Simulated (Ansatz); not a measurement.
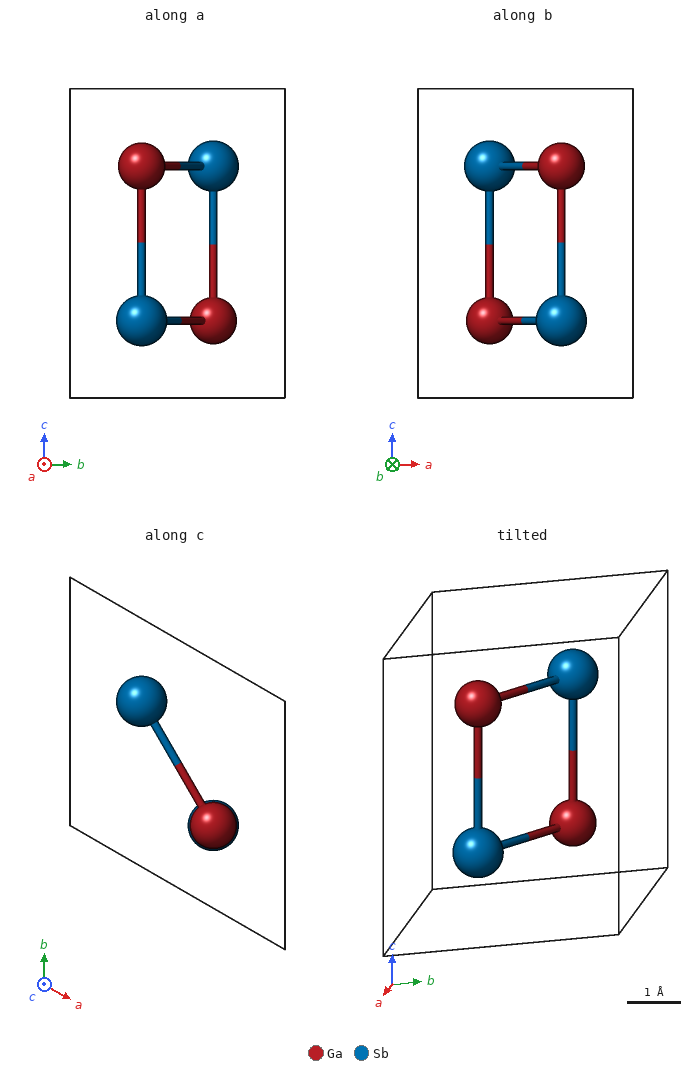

The figure gives a ball-and-stick picture of the atoms, viewed along the a axis, along the b axis, along the c axis and slightly off an axis. The conventional unit cell is drawn as a box.

Lattice parameters: a = 4.7710 Å, b = 4.7710 Å, c = 5.9416 Å, α = 90.000°, β = 90.000°, γ = 120.000°.

Turn the picture into a CIF with its space group and independent sites.

Answer.
```cif
data_structure
_symmetry_space_group_name_H-M 'P 63/m m c'
_symmetry_Int_Tables_number 194
_cell_length_a 4.7710
_cell_length_b 4.7710
_cell_length_c 5.9416
_cell_angle_alpha 90.000
_cell_angle_beta 90.000
_cell_angle_gamma 120.000
_cell_volume 117.13
loop_
_atom_site_label
_atom_site_type_symbol
_atom_site_symmetry_multiplicity
_atom_site_Wyckoff_symbol
_atom_site_fract_x
_atom_site_fract_y
_atom_site_fract_z
_atom_site_occupancy
Ga1 Ga 2 c 0.3333 0.6667 0.2500 1
Sb1 Sb 2 d 0.6667 0.3333 0.2500 1
```

The structure was taken from a structure type filled with these elements by a generator (whether the compound takes this form wasn't checked). Relaxation method: DFT, PBE, plane waves, PAW (Ansatz).
